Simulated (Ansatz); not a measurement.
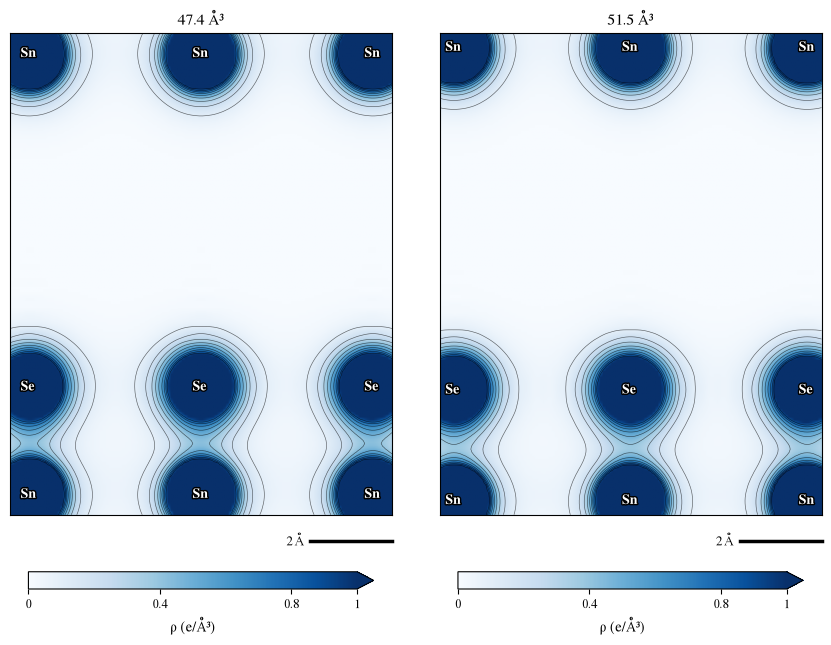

SnSe. The valence electron density of cells scaled evenly to different volumes (given per atom above each panel), on the (100) plane of each (indices in the axes of the cell below), at one length scale and on one colour scale.

A structure from a database of computed crystals, not necessarily the ambient phase.

Computed with Kohn-Sham DFT of a periodic cell, LDA, Ansatz PAW (Ansatz 0.2.0).

Core electrons are frozen (PAW), and the valence fields are smoothed inside the atomic spheres.

The largest cell:

```
Sn Se
1.0
     4.31371    0.00000    0.00000
     0.00000    4.31371    0.00000
     0.00000    0.00000   11.06348
Sn Se
2 2
Direct
  0.00000 0.50000 0.62777
  0.50000 0.00000 0.37223
  0.00000 0.50000 0.38396
  0.50000 0.00000 0.61604
```

| volume (Å³/atom) | Sn–Se contact in the plane (Å) | ρ at its midpoint (e/Å³) | pressure (GPa) | gap on the mesh (eV) | 
| --- | --- | --- | --- | --- |
| 47.43 | 2.625 | 0.434 | 0.3 | 1.40 | 
| 49.45 | 2.662 | ? | ? | ? | 
| 51.47 | 2.697 | 0.393 | −1.9 | 1.48 | 

### What values belong in the row with question marks?

Over the known rows ln ρ falls by 1.38 per Å of Sn–Se distance (the line through the two), which gives 0.412 e/Å³ at 2.662 Å; the calculation gives 0.419 e/Å³. For the pressure, a straight line in volume between the neighbouring rows gives −0.8 GPa; the calculation gives −0.9. For the gap on the mesh, a straight line in volume between the neighbouring rows gives 1.44 eV; the calculation gives 1.45.
